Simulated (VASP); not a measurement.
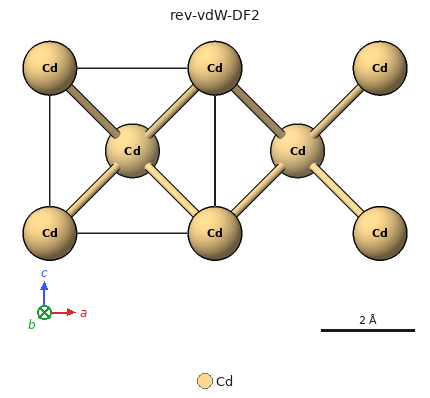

A crystal of Cd (set up in Im-3m), relaxed (cell and atoms) with several functionals. The picture shows the result with rev-vdW-DF2. The picture is a ball-and-stick view of the conventional cell (2 times the calculation's cell), repeated 2 × 1 × 1 with one cell outlined, seen along the b axis. Lengths and directions refer to the drawn axes.

Computed with VASP 6.6.1: VASP PAW PBE potentials, recommended; VASP PAW LDA potentials, recommended (each functional with its own set). (plane-wave cutoff 600 eV; k-point mesh 10 × 10 × 10; occupations fermi-dirac; smearing width 0.05 eV; no spin polarisation)

```csv
functional,volume (Å³/atom),a (Å)
rev-vdW-DF2,22.618,3.563
optB88-vdW,23.374,3.602
LDA,20.364,3.441
AM05,21.432,3.500
RPBE,25.234,3.695
r2SCAN,22.066,3.534
PBEsol,21.326,3.494
PW91,23.514,3.610
PBE,?,?
BLYP,28.000,3.826
SCAN,21.627,3.510
revPBE,24.727,3.671
vdW-DF-cx,21.575,3.507
```

**One row is withheld. What does the calculation give there?**

With PBE the volume falls between PW91 (23.514) and revPBE (24.727). The calculation gives 23.537 Å³/atom (a = 3.611 Å). In order of volume: LDA < PBEsol < AM05 < vdW-DF-cx < SCAN < r2SCAN < rev-vdW-DF2 < optB88-vdW < PW91 < PBE < revPBE < RPBE < BLYP; the spread is 37.5 %.
